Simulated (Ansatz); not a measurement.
System: Fe₂O₃, space group Pn-3m (No. 224) (one of a set of cubic test structures, which need not be the stable phase).

One of the inputs:
```
crystal:
  lattice:
    - [4.525421983959, 0.0, 0.0]
    - [0.0, 4.525421983959, 0.0]
    - [0.0, 0.0, 4.525421983959]
  atoms:
    - { symbol: Fe, position: [0.25, 0.25, 0.25] }
    - { symbol: Fe, position: [0.75, 0.75, 0.25] }
    - { symbol: Fe, position: [0.75, 0.25, 0.75] }
    - { symbol: Fe, position: [0.25, 0.75, 0.75] }
    - { symbol: O, position: [0.5, 0, 0] }
    - { symbol: O, position: [0, 0.5, 0] }
    - { symbol: O, position: [0, 0, 0.5] }
    - { symbol: O, position: [0.5, 0.5, 0] }
    - { symbol: O, position: [0.5, 0, 0.5] }
    - { symbol: O, position: [0, 0.5, 0.5] }
kpoints:
  mp_grid: { grid: [12, 12, 12] }
hamiltonian:
  xc: pbe
  pseudopotentials:
    kind: paw
    azcp:
      Fe: "pseudopotentials/pbe/paw/ansatz_paw_generated_hard_1/Fe.paw.azcp"
      O: "pseudopotentials/pbe/paw/ansatz_paw_generated_hard_1/O.paw.azcp"
scf:
  occupations: { method: fermi_dirac, width: 0.061225619053 }
  convergence: { dr2_threshold: "1e-9 eV" }
  max_iter: 300
output:
  forces: true
  stress: true
```

Run as:
```bash
ansatz run input.yaml --threads 1
```

Method: equation of state of a cubic crystal from periodic Kohn-Sham density functional theory without spin, third-order Birch-Murnaghan fit to the free energies; pressure corrected for the finite basis (Ansatz 0.2.0 development build). Level: PBE.

```csv
setting,value
structure type,cubic X2O3
atoms in cell,10
space group number,224
lattice centring,simple cubic
k mesh,12×12×12
occupation method,Fermi–Dirac
occupation width,0.06123 eV
wave cutoff,700 eV
datasets,hard PAW
density tolerance,1e-09 eV
bands,60
density cutoff ratio,4
search for lower states,default
```

Describe the result: the energy above the lowest point against volume. The volume takes the values 8.7226, 8.9044, 9.0861, 9.2678, 9.4495, 9.6313 Å³/atom.

A third-order Birch–Murnaghan fit gives V0 = 9.09 Å³/atom, B0 = 241 GPa and B′ = 4.6. The energy above the lowest point is 11.7 meV/atom at volume 8.7226 Å³/atom and 22.1 meV/atom at 9.6313 Å³/atom; the lowest computed point is at volume 9.0861 Å³/atom (0.0 meV/atom), and no other minimum shows among the points.

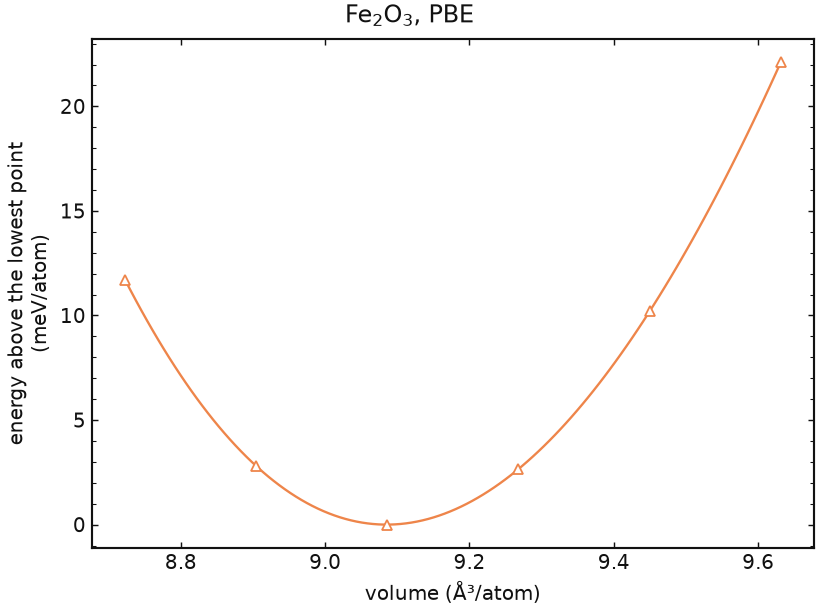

Limits of the calculation: cubic model structure, not the ambient form; modest k-mesh, values are not fully converged in k; no spin polarisation, a magnetic state may lie lower.
